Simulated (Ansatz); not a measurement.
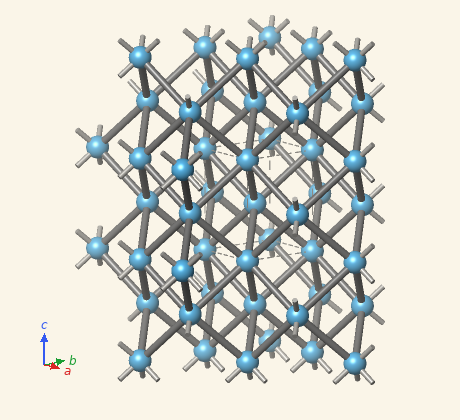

The net above was derived from one of the structures below (computed or model cells, partly hypothetical) by pruning terminal atoms and folding two-connected atoms into edges (only the bonds listed count; of a layer or chain structure one layer or chain is shown).

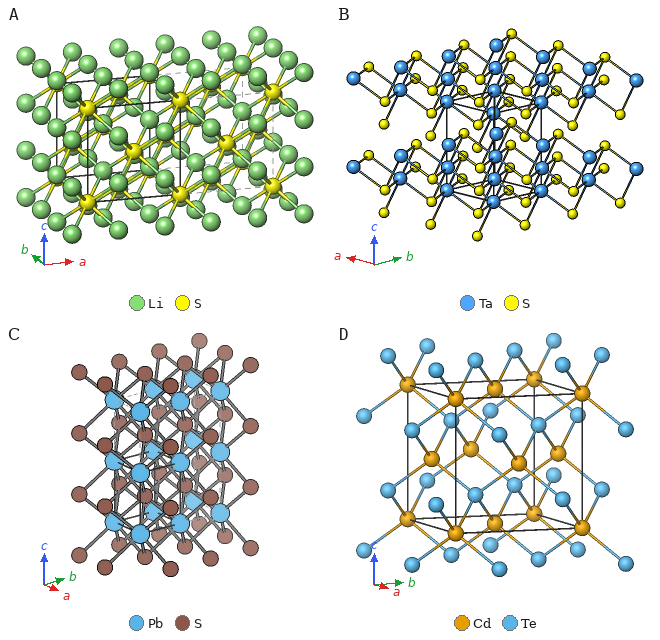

A: Li₂S (bonds: Li–S below 2.8 Å)
B: TaS₂ (bonds: S–Ta below 2.8 Å)
C: PbS (bonds: Pb–S below 3.4 Å)
D: CdTe (bonds: Cd–Te below 3.2 Å)
All are geometries used in or obtained from electronic-structure calculations.

**Which structure gives this net?**

C, PbS: a uninodal 6-connected, three-periodic net; Pb and S are 6-connected nodes. It is the acs net, known from WC. The others give a binodal (4,8)-connected, three-periodic net (A), a binodal (3,6)-connected, two-periodic (layers) net (B) and a uninodal 4-connected, three-periodic net (D).
